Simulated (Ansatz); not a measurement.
The Ansatz input:

```
crystal:
  lattice:
    - [0.0, 1.8148741495, 1.8148741495]
    - [1.8148741495, 0.0, 1.8148741495]
    - [1.8148741495, 1.8148741495, 0.0]
  atoms:
    - { symbol: Cu, position: [0.0, 0.0, 0.0] }
basis:
  ecutwfc: 420
kpoints:
  mp_grid: { grid: [20, 20, 20] }
  band_path:
    path:
      - [[0.0, 0.0, 0.0], [0.5, 0.0, 0.5], [0.625, 0.25, 0.625]]
      - [[0.375, 0.375, 0.75], [0.0, 0.0, 0.0], [0.5, 0.5, 0.5], [0.5, 0.25, 0.75], [0.5, 0.0, 0.5]]
    npoints: 14
hamiltonian:
  xc: pbe
scf:
  occupations: { method: gaussian, width: 0.1 }
  n_extra_bands: 6
output:
  forces: true
  stress: true
  eigenvalues: true
  populations: true
  dos: { projected: true, de: 0.02, nscf_kmesh: { grid: [30, 30, 30] } }
  bader: true
  write_density: true
  write_potential: true
  elf: true
  volumetric_format: npy
```

Launched with:
```bash
ansatz run input.yaml --threads 1 --pin off --max-ram 2560MiB --backend cpu --events-out ev --progress --plain --runs-dir out
```

Predict the main features of the density of states.

It is a metal. The density of states at the Fermi level is about 0.31 per eV and cell (mean within 0.25 eV). By projected weight, the states within 0.3 eV of the Fermi level are Cu 4s (55 %) and Cu 3d (45 %); the projections cover about 80 % of the total there. Over the range shown, the centre of the Cu 3d weight lies 2.8 eV below the Fermi level, and the shell is essentially full.

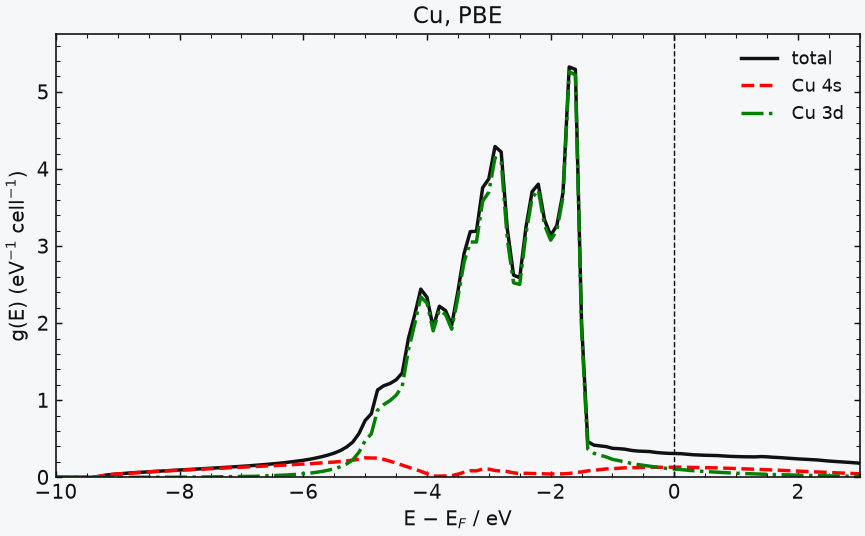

Density of states. Energies are counted from the Fermi level. The partial curves are projected on Löwdin-orthogonalised atomic shells; they sum to less than the total at higher energies, where shells without a projector contribute.
